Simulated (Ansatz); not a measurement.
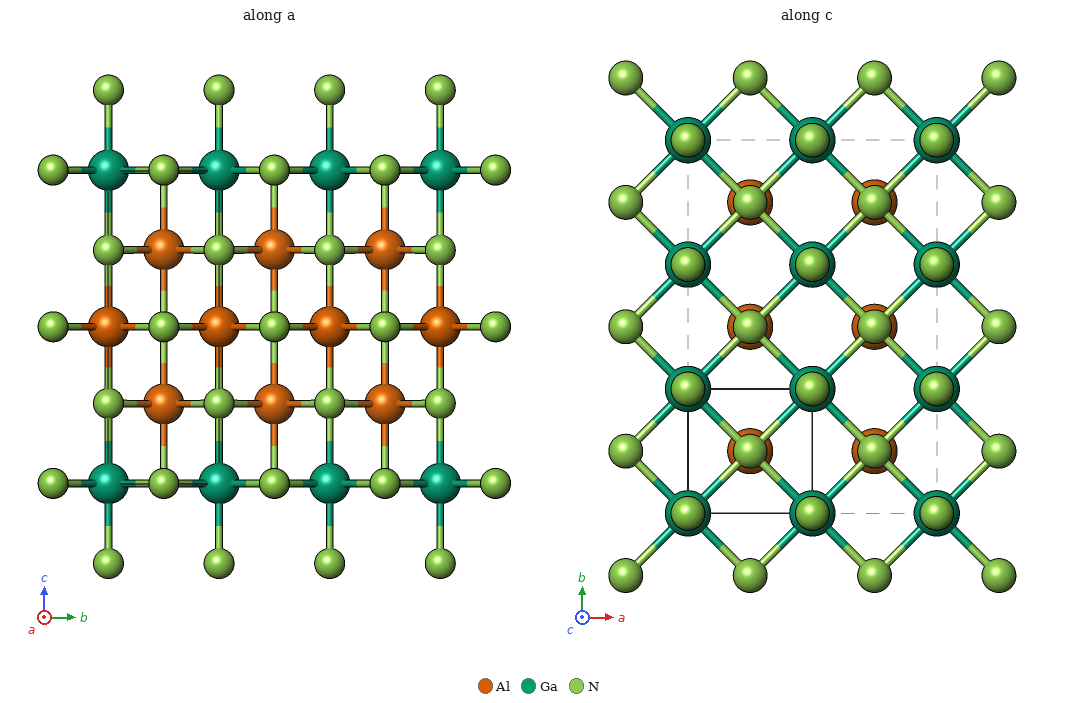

The image is a ball-and-stick drawing of a crystal, viewed along the a axis and along the c axis. The structure is repeated 2×3×1 times; solid lines mark one conventional unit cell. Some neighbours outside the box are added.

Al3GaN4, space group P4/mmm (No. 123), a = 2.88 Å, b = 2.88 Å, c = 8.17 Å, α = 90.00°, β = 90.00°, γ = 90.00°.

The numbers come from DFT, r2SCAN+rVV10, plane waves, PAW in Ansatz, using E_cut = 500 eV, a 10×10×4 sampling of the Brillouin zone, Fermi-Dirac smearing of 0.03 eV, no spin polarisation.

> What is the band gap, if any?

An insulator at this level, with a gap of 3.20 eV, indirect; the smallest direct gap is 3.84 eV.

> Which way would the volume go on relaxing?

The computed pressure is 0.0 GPa, close to zero.

The model was built from a structure type filled with these elements by a generator (whether the compound takes this form wasn't checked). Earlier steps of the study, as a rule a relaxation of our own, may have changed the cell and positions, so they can lie some per cent off the listed ones. It was run through Ansatz as a DFT input.
